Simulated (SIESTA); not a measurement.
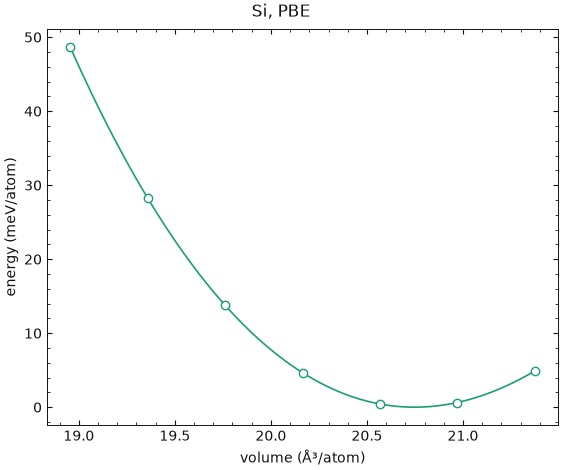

The plot gives the computed energy against volume for Si, space group Fd-3m (No. 227).

Structure:
```cif
data_structure
_symmetry_space_group_name_H-M 'P 1'
_symmetry_Int_Tables_number 1
_cell_length_a 3.8493
_cell_length_b 3.8493
_cell_length_c 3.8493
_cell_angle_alpha 60.000
_cell_angle_beta 60.000
_cell_angle_gamma 60.000
_cell_volume 40.33
loop_
_atom_site_label
_atom_site_type_symbol
_atom_site_fract_x
_atom_site_fract_y
_atom_site_fract_z
_atom_site_occupancy
Si1 Si 0.50000 0.50000 0.50000 1
Si2 Si 0.75000 0.75000 0.75000 1
```

Method: DFT in numerical atomic orbitals with pseudopotentials, no spin polarisation; energies at scaled volumes of the given cell, shape and fractions fixed, counted from the fit's minimum, third-order Birch-Murnaghan fit (SIESTA 5.4.2). Level: PBE.

- k mesh: 8×8×8
- occupations: Fermi–Dirac
- smearing width: 0.05 eV
- potentials: PseudoDojo 0.4 standard, converted to PSML, two zetas on semicore shells
- program settings: basis DZP, mesh cutoff 500 Ry

From this curve and the settings, what does the calculation give for the pressure at the same points?

The pressure falls from 9.43 GPa at volume 18.95 Å³/atom to −2.44 GPa at 21.37 Å³/atom, and changes sign near 20.76 Å³/atom.

```
volume (Å³/atom)  pressure (GPa)
           18.95            9.43
           19.36            6.87
           19.76            4.68
           20.16            2.62
           20.57            0.78
           20.97           -0.90
           21.37           -2.44
```

Caveats: mulliken charges of long orbitals.
